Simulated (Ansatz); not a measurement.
## Mending a single-point calculation on Ta2N

System: Ta2N (3 atoms in the cell, total charge −4).
Method of run A: DFT, PBE, plane waves, PAW, no spin polarisation (Ansatz 0.2.0).

The structure derives from a Materials Project entry. Some settings of this run were made unusual or wrong on purpose. Text and figures count atoms from 1; the logs count them from 0 in places.

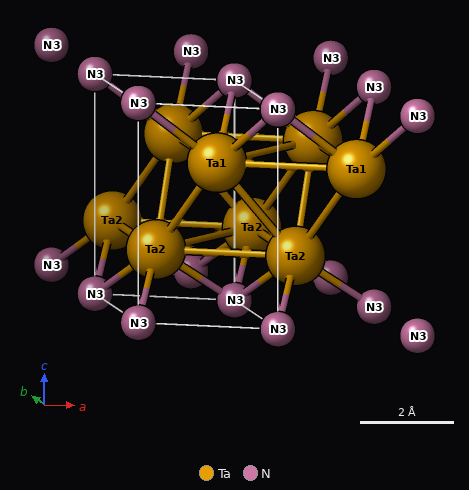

The structure (ball-and-stick view of the cell of the calculation, repeated 2 × 2 × 1, seen slightly off an axis; atoms are numbered from 1 in the order of the input). An atom can appear more than once, as a periodic image.

### Input, run A
```yaml
crystal:
  lattice:
    - [3.1011400556, 0.0, 0.0]
    - [-1.5505700278, 2.6856660688, 0.0]
    - [0.0, 0.0, 4.8818900623]
  atoms:
    - { symbol: Ta, position: [0.6666666667, 0.3333333333, 0.7039372928] }
    - { symbol: Ta, position: [0.3333333333, 0.6666666667, 0.2550949678] }
    - { symbol: "N", position: [0.0, 0.0, 0.0] }
basis:
  ecutwfc: 420
kpoints:
  mp_grid: { grid: [18, 18, 10] }
hamiltonian:
  xc: pbe
scf:
  occupations: { method: gaussian, width: 0.15 }
  max_iter: 50
output:
  forces: true
  eigenvalues: true
  stress: true
total_charge: -4
```

Command:
```bash
ansatz run input.yaml --threads 2 --pin off --max-ram 5120MiB --backend cpu --events-out ev --progress --plain --runs-dir out
```

Hardware: 2 threads of Intel Xeon @ 2.90GHz (Ice Lake), 192 GiB of memory available, shared host.

### Output, shortened to warnings, some set-up lines, iterations and results (run A)
```
Basis set: ecut = 420 eV, 773 PW (Γ), exchange–correlation on 48×48×72 points (8 copies of the dense FFT grid, shifted against one another)
Symmetry: 6 space group operations
k-points: 330 of 3240 (time reversal used)
Initial density: superposition of atomic densities (neutral atoms scaled as one to the charged cell's electrons: chi_scale 0, normalization atom), corrected by the library's trained network
[...]
SCF iter   1: F=—  HF=-20174.218025 eV  |F-HF|=—  |Δ(HF+E_count)|=         —  Δρ=1.78e-1  dr2=1.45e1  ethr=1.77e-3  ⟨swp⟩=5.0  Hψ=33068  notcnv=0
SCF iter   2: F=—  HF=-20169.882891 eV  |F-HF|=—  |Δ(HF+E_count)|=    4.34e0  Δρ=9.24e-2  dr2=4.12e0  ethr=1.77e-3  ⟨swp⟩=3.0  Hψ=18351  notcnv=0  defer=65
SCF iter   3: F=—  HF=-20168.211378 eV  |F-HF|=—  |Δ(HF+E_count)|=    1.67e0  Δρ=1.23e-2  dr2=1.27e-1  ethr=1.77e-3  ⟨swp⟩=3.5  Hψ=16009  notcnv=0  defer=65
SCF iter   4: F=—  HF=-20168.186520 eV  |F-HF|=—  |Δ(HF+E_count)|=   2.49e-2  Δρ=4.36e-3  dr2=1.54e-2  ethr=3.63e-4  ⟨swp⟩=1.2  Hψ=10137  notcnv=0  defer=62
SCF iter   5: F=—  HF=-20168.182833 eV  |F-HF|=—  |Δ(HF+E_count)|=   3.69e-3  Δρ=8.47e-4  dr2=4.92e-4  ethr=4.40e-5  ⟨swp⟩=2.0  Hψ=9361  notcnv=0  defer=62
SCF iter   6: F=—  HF=-20168.182721 eV  |F-HF|=—  |Δ(HF+E_count)|=   1.12e-4  Δρ=2.02e-4  dr2=2.34e-5  ethr=1.41e-6  ⟨swp⟩=2.0  Hψ=9586  notcnv=0  defer=62
SCF iter   7: F=—  HF=-20168.182728 eV  |F-HF|=—  |Δ(HF+E_count)|=   7.06e-6  Δρ=3.97e-5  dr2=3.88e-7  ethr=6.68e-8  ⟨swp⟩=2.2  Hψ=10993  notcnv=0  defer=62
SCF iter   8: F=-20168.182728 eV  HF=-20168.182728 eV  |F-HF|=8.99e-10  |Δ(HF+E_count)|=   1.78e-8  Δρ=5.56e-6  dr2=8.70e-9  ethr=2.86e-10  ⟨swp⟩=6.9  Hψ=33423  notcnv=0
SCF 1 converged in 8 iterations: F = -20168.182728 eV  dr2 = 8.70e-9
SCF converged after 8 iterations
Free energy (F): -20168.182728 eV
Harris-Foulkes:  -20168.182728 eV  (|F-HF|=8.99e-10)
Internal energy: -20168.156925 eV  (E = F + TS)
E sigma→0 (E₀):  -20168.169826 eV
Entropy (-TS):   -0.025803 eV (-8.601 meV/atom)
Fermi energy:    21.365847 eV
--- Per-component energies (eV) ---
  E_band       = -83.857270
  E_kinetic    = 975.722247
  E_local      = -1198.175328  (includes V_loc(G=0)·N_el)
  E_nonlocal   = 93.459601
  E_hartree    = 428.206600
  E_xc         = -548.339702
  E_vxc        = -551.263220  (∫ρ·V_xc dr)
  E_paw        = -16933.869235  (= ΣΔE_a)
  E_vpaw       = -260.014308  (= ΣTr[D̂ρ^β])
  E_aug_tail   = 0.000406  (compensation charges beyond the density's cutoff)
  E_ewald      = -2985.161513
  E_smearing   = -0.025803  (= −TS)
  E_closure    = 0.000000  (closes the sum)
  E_deformation_potential = -107.721592  (in the stress; not in F)
  Σ components = -20168.182728   (vs F -20168.182728, Δ=0.00e0)
--- Forces (eV/Å), atoms counted from 1 ---
  atom   1  Ta     0.00000000    -0.00000000     0.66861921
  atom   2  Ta    -0.00000000     0.00000000    -0.14340650
  atom   3  N     -0.00000000     0.00000000    -0.52524713
  max |Σ_I F_I| component: 3.44e-5 eV/Å
--- Stress (GPa, compression-positive) ---
      -75.364455       0.000000      -0.000000
        0.000000     -75.364455      -0.000000
       -0.000000      -0.000000     -51.726423
  P = ⅓ Tr σ = -67.4851 GPa (-674.851 kbar)
```

### What should be changed in this input?

This input holds a deliberate fault: a charge that the system can't hold (`total_charge`). The cell cannot bind or give up so many electrons; the background charge dominates. The run converged all the same; its numbers are those of the faulty input and shouldn't be used. The cell is charged and computed with a neutralising background, so its energy and pressure depend on the cell and aren't those of a real crystal.

A run of the same system that converges differs from this input as follows (lines with − go, lines with + come):
```diff
-  max_iter: 50
-total_charge: -4
```

### Output, shortened to warnings, some set-up lines, iterations and results (run B)
```
Basis set: ecut = 420 eV, 773 PW (Γ), exchange–correlation on 48×48×72 points (8 copies of the dense FFT grid, shifted against one another)
Symmetry: 6 space group operations
k-points: 330 of 3240 (time reversal used)
Initial density: superposition of atomic densities (neutral atoms: chi_scale 0, normalization atom), corrected by the library's trained network
[...]
SCF iter   1: F=—  HF=-20250.586720 eV  |F-HF|=—  |Δ(HF+E_count)|=         —  Δρ=6.25e-3  dr2=1.10e-2  ethr=1.77e-3  ⟨swp⟩=5.0  Hψ=28843  notcnv=0
SCF iter   2: F=—  HF=-20250.585373 eV  |F-HF|=—  |Δ(HF+E_count)|=   1.35e-3  Δρ=3.55e-3  dr2=3.46e-3  ethr=3.53e-5  ⟨swp⟩=1.2  Hψ=9361  notcnv=0
SCF iter   3: F=—  HF=-20250.585214 eV  |F-HF|=—  |Δ(HF+E_count)|=   1.60e-4  Δρ=1.33e-3  dr2=6.00e-4  ethr=1.12e-5  ⟨swp⟩=2.4  Hψ=8875  notcnv=0
SCF iter   4: F=—  HF=-20250.585116 eV  |F-HF|=—  |Δ(HF+E_count)|=   9.77e-5  Δρ=2.43e-4  dr2=2.85e-5  ethr=1.94e-6  ⟨swp⟩=2.0  Hψ=8988  notcnv=0
SCF iter   5: F=—  HF=-20250.585122 eV  |F-HF|=—  |Δ(HF+E_count)|=   5.65e-6  Δρ=7.85e-5  dr2=3.18e-6  ethr=9.21e-8  ⟨swp⟩=2.1  Hψ=8460  notcnv=0
SCF iter   6: F=—  HF=-20250.585121 eV  |F-HF|=—  |Δ(HF+E_count)|=   4.29e-7  Δρ=1.93e-5  dr2=1.23e-7  ethr=1.02e-8  ⟨swp⟩=2.2  Hψ=8939  notcnv=0
SCF iter   7: F=-20250.585121 eV  HF=-20250.585121 eV  |F-HF|=9.09e-10  |Δ(HF+E_count)|=  2.62e-10  Δρ=3.28e-6  dr2=3.09e-9  ethr=3.23e-10  ⟨swp⟩=4.8  Hψ=21793  notcnv=0
SCF 1 converged in 7 iterations: F = -20250.585121 eV  dr2 = 3.09e-9
SCF converged after 7 iterations
Free energy (F): -20250.585121 eV
Harris-Foulkes:  -20250.585121 eV  (|F-HF|=9.09e-10)
Internal energy: -20250.569099 eV  (E = F + TS)
E sigma→0 (E₀):  -20250.577110 eV
Entropy (-TS):   -0.016022 eV (-5.341 meV/atom)
Fermi energy:    19.699048 eV
--- Per-component energies (eV) ---
  E_band       = -173.261724
  E_kinetic    = 863.056638
  E_local      = -1188.513651  (includes V_loc(G=0)·N_el)
  E_nonlocal   = 73.694188
  E_hartree    = 404.569157
  E_xc         = -497.877661
  E_vxc        = -485.680959  (∫ρ·V_xc dr)
  E_paw        = -16920.336631  (= ΣΔE_a)
  E_vpaw       = -244.957048  (= ΣTr[D̂ρ^β])
  E_aug_tail   = 0.000373  (compensation charges beyond the density's cutoff)
  E_ewald      = -2985.161513
  E_smearing   = -0.016022  (= −TS)
  E_closure    = -0.000000  (closes the sum)
  Σ components = -20250.585121   (vs F -20250.585121, Δ=0.00e0)
--- Forces (eV/Å), atoms counted from 1 ---
  atom   1  Ta     0.00000000    -0.00000000     3.30148490
  atom   2  Ta    -0.00000000     0.00000000    -2.07697894
  atom   3  N     -0.00000000     0.00000000    -1.22454914
  max |Σ_I F_I| component: 4.32e-5 eV/Å
--- Stress (GPa, compression-positive) ---
       -1.488417       0.000000      -0.000000
       -0.000000      -1.488417      -0.000000
       -0.000000      -0.000000       3.076882
  P = ⅓ Tr σ = 0.0333 GPa (0.333 kbar)
```

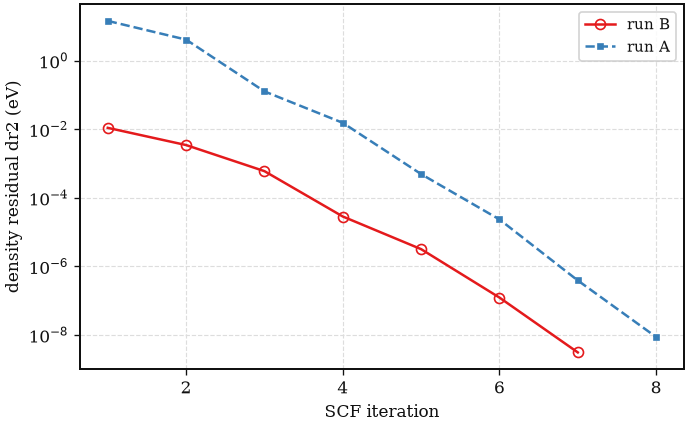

Convergence of the two runs: density residual dr2 against the SCF iteration. Run B takes 7 iterations in all, and run A takes 8.

### The two runs side by side

| quantity | run A | run B |
| --- | --- | --- |
| outcome | converged | converged |
| free energy per atom (eV) | −6722.7276 | −6750.1950 |
| energy per atom, smearing taken to zero (eV) | −6722.7233 | −6750.1924 |
| gap on the mesh (eV) | 0.00 | 0.00 |
| pressure (GPa) | −67.49 | 0.03 |
| largest force (eV/Å) | 0.669 | 3.301 |
| SCF iterations | 8 | 7 |
| irreducible k-points | 330 | 330 |
| plane waves at Γ | 773 | 773 |
| wall time (shared host) | 12 s | 9.8 s |

The total energies belong to different systems, so their difference says nothing on which is more stable or more accurate. The pressure goes from −67.49 to 0.03 GPa. The largest force goes from 0.669 to 3.301 eV/Å. A charged cell is computed with a uniform neutralising background, so its energy and pressure depend on the cell and aren't those of a real crystal. The SCF takes 7 iterations against 8.

Notes on run B: Spin–orbit coupling is left out, which matters for Ta. The cell holds an odd number of electrons but the run has no spin polarisation, so a band is left half filled.
